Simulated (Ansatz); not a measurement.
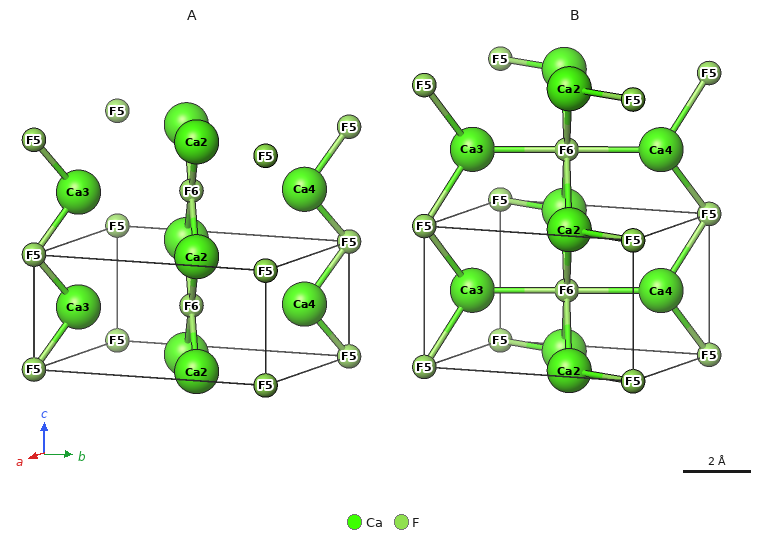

Two geometries of crystalline Ca₂F (built on the marcasite type) (coarse preliminary run), drawn at one scale. One is the start of a relaxation, the other its converged end. Style: ball-and-stick. Shown: the cell of the calculation, repeated 1 × 1 × 2 with one cell outlined, slightly off an axis.

The calculation used DFT r2SCAN, scalar-relativistic, plane waves, PAW in Ansatz 0.2.0. Settings: plane-wave cutoff 500 eV; k-point mesh 4 × 4 × 4; occupations gaussian; smearing width 0.1 eV; no spin polarisation; cell and atoms relaxed; force threshold 0.04 eV/Å; at most 70 steps.

Question: Which of the two is the end point?

Answer: Structure A is the relaxed one. Case: marcasite type (Pnnm, No. 58). After 10 accepted moves (11 points after the start) the energy has fallen by 3.046 eV per cell of the calculation. The largest force component goes from 2 to 0.027 eV/Å. Pressure: −1.15 GPa at the start and 0.12 GPa at the end. At 1 point the geometry stayed and the basis and grid were re-selected for the new cell (energy shift of 1.3 meV per cell of the calculation at most each time). The largest moves relative to the cell, 0.41 Å, are those of Ca atoms. F stays in place. The drawn cell changes as follows: a 5.619 → 6.162 Å (+9.7 %), b 6.858 → 7.609 Å (+11.0 %), c 4.281 → 3.489 Å (−18.5 %); the volume changes by −0.8 %. Near-neighbour distances that change, for instance: Ca–Ca 2.800 → 3.639 Å, Ca–Ca 4.281 → 3.489 Å, Ca–F 2.831 → 3.403 Å, Ca–F 2.847 → 2.413 Å. Among the angles between lasting bonds that change: Ca–F–Ca 82.5° → 87.4°, Ca–F–Ca 97.5° → 92.6°, F–Ca–F 97.5° → 92.6°. The space group stays Pnnm (No. 58).

Limits of the set-up: layers or molecules are held without a dispersion correction, so their spacing is unreliable.
